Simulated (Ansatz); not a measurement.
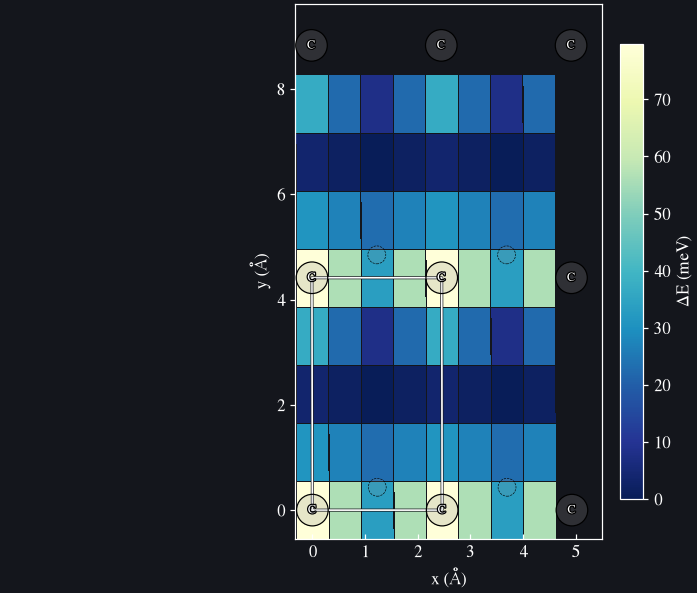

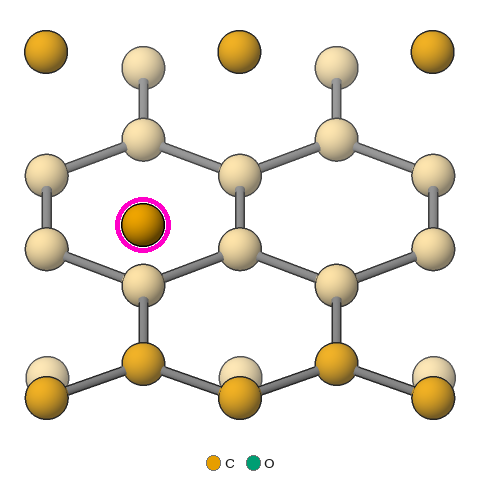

Energy landscape of CO on a C(111) slab cut from the C2/m phase, its upper half relaxed before the scan (16 atoms of substrate and one adsorbate in a 2 × 1 cell). 
- CO (O end down) is moved over the surface cell at a fixed height above a rigid substrate; the origin of the map has the adsorbate above C15; the height is held at 2.70 Å.
- Places are given modulo a cell vector. The map is drawn in real space over the plane of the surface.
- The scan uses a 4 × 4 grid.
- Places are given in fractions of the 1 × 1 surface cell.
- Energies: meV, counted from the lowest grid point.
- At a fixed height the lowest place need not be the adsorption site.
- All numbers below come from Ansatz 0.2.0, DFT PBE+D3(BJ), scalar-relativistic, plane waves, PAW. Settings: cutoff 420 eV, k-mesh 6×6×1, gaussian smearing 0.05 eV, no spin polarisation.

The picture shows one coloured cell a grid point, labelled circles for the atoms of the top layer and small ones for the second layer, the outline of one cell of the 2 × 2 shown. The second picture is the structure at the lowest point; rings mark the moved atoms.

What does the map say about the system?

The lowest grid point is at a fourfold hollow, (2/4, 2/4) of the cell vectors. The highest grid point, the top site over a surface C atom, (0/4, 0/4) of the cell vectors, lies 79.7 meV above the lowest.

Grid values (meV):

| second ↓, first → | 0/4 | 1/4 | 2/4 | 3/4 |
| --- | --- | --- | --- | --- |
| 3/4 | 36.8 | 22.2 | 8.1 | 22.3 |
| 2/4 | 3.5 | 1.7 | 0.0 | 1.8 |
| 1/4 | 30.9 | 26.9 | 22.8 | 26.9 |
| 0/4 | 79.7 | 56.2 | 33.3 | 56.2 |

The input of one point:

```yaml
crystal:
  lattice:
    - [4.9298867171, 0.0, 0.0]
    - [-0.0081547491, 4.4132984231, 0.0]
    - [0.0, 0.0, 23.6650391378]
  atoms:
    - { symbol: C, position: [0.3745684083, 0.7405378938, 0.1690257082] }
    - { symbol: C, position: [0.8745684082, 0.7405378938, 0.1690257082] }
    - { symbol: C, position: [0.124397409, 0.6365956393, 0.1920113721] }
    - { symbol: C, position: [0.624397409, 0.6365956393, 0.1920113721] }
    - { symbol: C, position: [0.1240513168, 0.4291046604, 0.2380452023] }
    - { symbol: C, position: [0.6240513168, 0.4291046604, 0.2380452023] }
    - { symbol: C, position: [0.3738803176, 0.3251624058, 0.2610308662] }
    - { symbol: C, position: [0.8738803176, 0.3251624058, 0.2610308662] }
    - { symbol: C, position: [0.3735338579, 0.1126520035, 0.3070664097] }
    - { symbol: C, position: [0.8735338579, 0.1126520035, 0.3070664097] }
    - { symbol: C, position: [0.123363838, 0.0072948125, 0.3289983306] }
    - { symbol: C, position: [0.623363838, 0.0072948125, 0.3289983306] }
    - { symbol: C, position: [0.1229920159, 0.7810468122, 0.3748119352] }
    - { symbol: C, position: [0.6229920159, 0.7810468122, 0.3748119352] }
    - { symbol: C, position: [0.3728273259, 0.682679341, 0.3936202718] }
    - { symbol: C, position: [0.8728273259, 0.682679341, 0.3936202718] }
    - { symbol: O, position: [0.6228273259, 1.182679341, 0.5077126248] }
    - { symbol: C, position: [0.6228273259, 1.182679341, 0.556307516] }
basis:
  ecutwfc: 420
kpoints:
  mp_grid: { grid: [6, 6, 1] }
hamiltonian:
  xc: pbe
  pseudopotentials: { kind: paw, azcp: { folder: soft_1 } }
  dispersion: d3bj
scf:
  occupations: { method: gaussian, width: 0.05 }
output:
  forces: true
  eigenvalues: true
efield:
  axis: 3
  dipole_correction: true
  ramp_width: 0.04
```

The whole map (16 points run) took 25 min on 1 thread of Intel(R) Xeon(R) Platinum 8259CL CPU @ 2.50GHz (Skylake/Cascade Lake), on a shared host.
